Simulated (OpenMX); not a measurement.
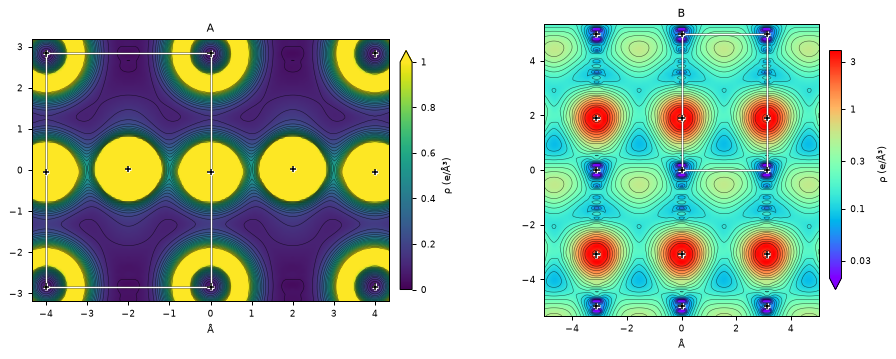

The valence pseudo-density of 2 systems, each on a plane through atoms (crosses mark nuclei in the plane).

Method: OpenMX 3.8.5, Kohn-Sham DFT of a periodic cell, LDA, OpenMX 2013 LDA set.

System 1: BaTiO3, the (101) plane of the conventional cell. Space group P4mm; not relaxed (largest force 0.5 eV/Å); computed pressure about −6 GPa in this cell.

```yaml
crystal:
  lattice:
    - [3.99980, 0.00000, 0.00000]
    - [0.00000, 3.99980, 0.00000]
    - [0.00000, 0.00000, 4.01800]
  atoms:
    - { symbol: Ba, position: [0.00000, 0.00000, 0.00000] }
    - { symbol: Ti, position: [0.50000, 0.50000, 0.49000] }
    - { symbol: O, position: [0.00000, 0.50000, 0.51700] }
    - { symbol: O, position: [0.50000, 0.00000, 0.51700] }
    - { symbol: O, position: [0.50000, 0.50000, 0.01900] }
```

System 2: AlN, the (100) plane of the conventional cell. Space group P6₃mc; computed pressure about −5 GPa in this cell.

**Which map belongs to which system?**

Panel A is system 1, BaTiO3: the plane holds Ba, Ti and O. Ba–O (2.79 Å): ρ is about 0.2 e/Å³ halfway, with its minimum of 0.18 e/Å³ about 1.5 Å from Ba. Panel B is system 2, AlN: the plane holds Al and N. Al–N (1.89 Å): the density is about 0.58 e/Å³ at the midpoint.
